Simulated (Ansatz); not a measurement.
**A series of single points on Nb**

System: Nb (I4/mmm, 1 atom in the cell).
Method: DFT PBEsol, scalar-relativistic, plane waves, PAW, no spin polarisation (Ansatz 0.2.0).

The 5 runs differ only in the geometry, by a strain of the cell at fixed fractional positions. Against run 3, the strain is εxx = η and εyy = η. The structure derives from an entry of the Crystallography Open Database.

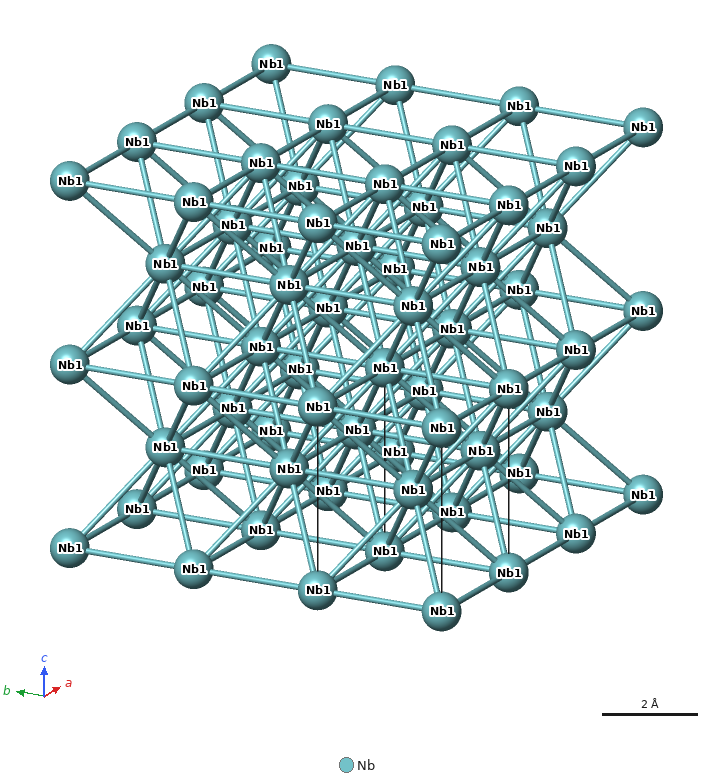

Figure 1. The structure of run 3 (ball-and-stick view of the cell 2 times as large as that of the calculation, set on its symmetry axes, repeated 3 × 3 × 2, seen at an oblique angle; atoms are numbered from 1 in the order of the input). An atom can appear more than once, as a periodic image.

**Input of run 3**
```yaml
crystal:
  lattice:
    - [0.0, 2.115, 2.05155]
    - [2.115, 0.0, 2.05155]
    - [2.115, 2.115, 0.0]
  atoms:
    - { symbol: Nb, position: [0.0, 0.0, 0.0] }
basis:
  ecutwfc: 420
kpoints:
  mp_grid: { grid: [20, 20, 20] }
hamiltonian:
  xc: pbesol
scf:
  occupations: { method: gaussian, width: 0.15 }
output:
  forces: true
  stress: true
  eigenvalues: true
```

Command:
```bash
ansatz run input.yaml --threads 1 --pin off --max-ram 2560MiB --backend cpu --events-out ev --progress --plain --runs-dir out
```

Run 2 differs from it as follows:
```diff
-    - [0.0, 2.115, 2.05155]
-    - [2.115, 0.0, 2.05155]
-    - [2.115, 2.115, 0.0]
+    - [0.0, 2.083275, 2.05155]
+    - [2.083275, 0.0, 2.05155]
+    - [2.083275, 2.083275, 0.0]
```

**Results, with one run withheld**

| run | strain parameter η (%) | free energy per atom, from the lowest run given (meV) | pressure (GPa) |
| --- | --- | --- | --- |
| 1 | −3.0000 | 32.87 | 9.26 |
| 2 | −1.5000 | ? | ? |
| 3 | 0.0000 | 0.00 | −2.28 |
| 4 | 1.5000 | 4.95 | −7.20 |
| 5 | 3.0000 | 24.09 | −11.55 |

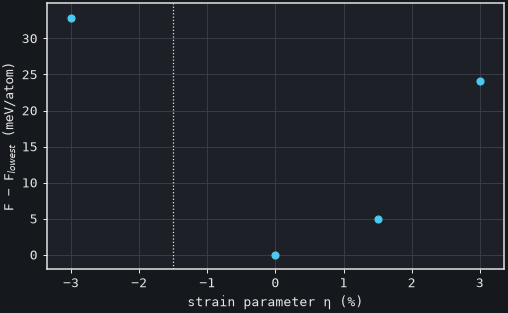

Figure 2. Free energy per atom of the runs given; the dotted line marks run 2.

Fit the runs given and predict run 2.

A quadratic polynomial in the coordinate, fitted to the 4 runs given, misses them by at most 0.01 meV per atom. With x = η − 0.3750, it reads F = −0.092528 + 0.91045 x + 3.1634 x² (meV per atom). At run 2 it gives 9.32 meV per atom, and the run itself gives 9.32. The fit has its minimum at η = 0.2311 %.

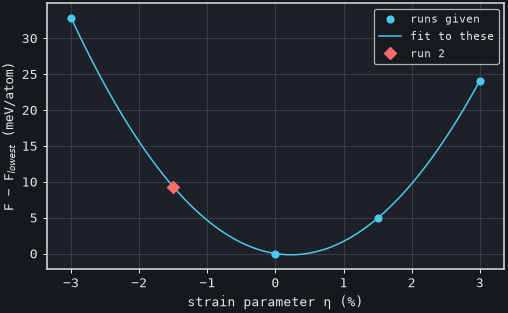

Figure 3. The fit and the withheld run.

**Output, shortened to warnings, some set-up lines, iterations and results (run 2)**
```
Basis set: ecut = 420 eV, 331 PW (Γ), exchange–correlation on 40×40×40 points (8 copies of the dense FFT grid, shifted against one another)
Symmetry: 16 space group operations
k-points: 641 of 8000
Initial density: superposition of atomic densities (neutral atoms: chi_scale 0, normalization atom), corrected by the library's trained network
[...]
SCF iter   1: F=—  HF=-4495.113704 eV  |F-HF|=—  |Δ(HF+E_count)|=         —  Δρ=4.68e-3  dr2=1.75e-3  ethr=1.77e-3  ⟨swp⟩=4.9  Hψ=40125  notcnv=0
SCF iter   2: F=—  HF=-4495.113303 eV  |F-HF|=—  |Δ(HF+E_count)|=   4.02e-4  Δρ=2.18e-3  dr2=2.21e-4  ethr=1.34e-5  ⟨swp⟩=2.1  Hψ=14753  notcnv=0
SCF iter   3: F=—  HF=-4495.113305 eV  |F-HF|=—  |Δ(HF+E_count)|=   1.82e-6  Δρ=6.04e-4  dr2=1.81e-5  ethr=1.70e-6  ⟨swp⟩=1.0  Hψ=6957  notcnv=0
SCF iter   4: F=—  HF=-4495.113306 eV  |F-HF|=—  |Δ(HF+E_count)|=   1.55e-6  Δρ=4.69e-5  dr2=1.42e-7  ethr=1.39e-7  ⟨swp⟩=1.9  Hψ=10441  notcnv=0
SCF iter   5: F=-4495.113306 eV  HF=-4495.113306 eV  |F-HF|=6.59e-10  |Δ(HF+E_count)|=   1.69e-8  Δρ=4.71e-6  dr2=1.57e-9  ethr=1.09e-9  ⟨swp⟩=2.0  Hψ=11138  notcnv=0
SCF iter   6: F=-4495.113306 eV  HF=-4495.113306 eV  |F-HF|=2.27e-11  |Δ(HF+E_count)|=  2.78e-10  Δρ=8.34e-7  dr2=4.20e-11  ethr=1.21e-11  ⟨swp⟩=1.4  Hψ=22234  notcnv=0
SCF 1 converged in 6 iterations: F = -4495.113306 eV  dr2 = 4.20e-11
SCF converged after 6 iterations
Free energy (F): -4495.113306 eV
Harris-Foulkes:  -4495.113306 eV  (|F-HF|=2.27e-11)
Internal energy: -4495.096966 eV  (E = F + TS)
E sigma→0 (E₀):  -4495.105136 eV
Entropy (-TS):   -0.016340 eV (-16.340 meV/atom)
Fermi energy:    18.258257 eV
--- Per-component energies (eV) ---
  E_band       = -65.164124
  E_kinetic    = 395.855407
  E_local      = -688.054766  (includes V_loc(G=0)·N_el)
  E_nonlocal   = 121.629598
  E_hartree    = 213.608773
  E_xc         = -174.706223
  E_vxc        = -212.792805  (∫ρ·V_xc dr)
  E_paw        = -3017.825502  (= ΣΔE_a)
  E_vpaw       = -109.019002  (= ΣTr[D̂ρ^β])
  E_aug_tail   = 0.000007  (compensation charges beyond the density's cutoff)
  E_ewald      = -1345.792969
  E_core_change = 0.188709  (= ΣΔE_core)
  E_smearing   = -0.016340  (= −TS)
  E_closure    = -0.000000  (closes the sum)
  Σ components = -4495.113306   (vs F -4495.113306, Δ=0.00e0)
--- Forces (eV/Å), atoms counted from 1 ---
  atom   1  Nb     0.00000000     0.00000000    -0.00000000
  max |Σ_I F_I| component: 2.47e-32 eV/Å
--- Stress (GPa, compression-positive) ---
        4.841109       0.000000       0.000000
        0.000000       4.841109       0.000000
        0.000000      -0.000000      -0.117103
  P = ⅓ Tr σ = 3.1884 GPa (31.884 kbar)
```
